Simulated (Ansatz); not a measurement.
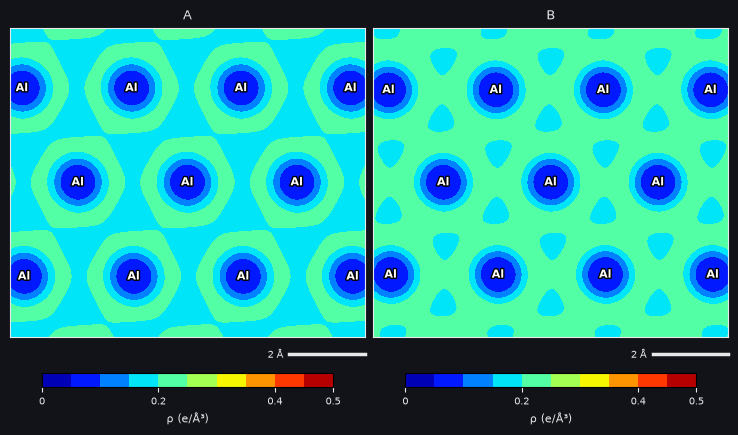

Al. The valence pseudo-density of two cells that differ in size, on the (100) plane of each (indices in the axes of the calculation cell), at one length scale and on one colour scale: A has 16.9 Å³ an atom and B 15.9.

All numbers below come from Ansatz 0.2.0, DFT, LDA, PAW with Ansatz's default frozen-core files, scalar-relativistic.

The larger cell:

```
Al
1.0
     0.00000    2.02398    2.06446
     2.02398    0.00000    2.06446
     2.02398    2.02398    0.00000
Al
1
Cartesian
  0.0000 0.0000 0.0000
```

The smaller cell: a = 2.834 Å, b = 2.834 Å, c = 2.805 Å, α = 60.34°, β = 60.34°, γ = 59.33°.

Question: What changes from the larger cell to the smaller?

Answer: From the larger cell to the smaller, Al–Al goes from 2.89 to 2.83 Å, and the density at its midpoint from 0.19 to 0.21 e/Å³; the pressure goes from −4.9 to −0.6 GPa.
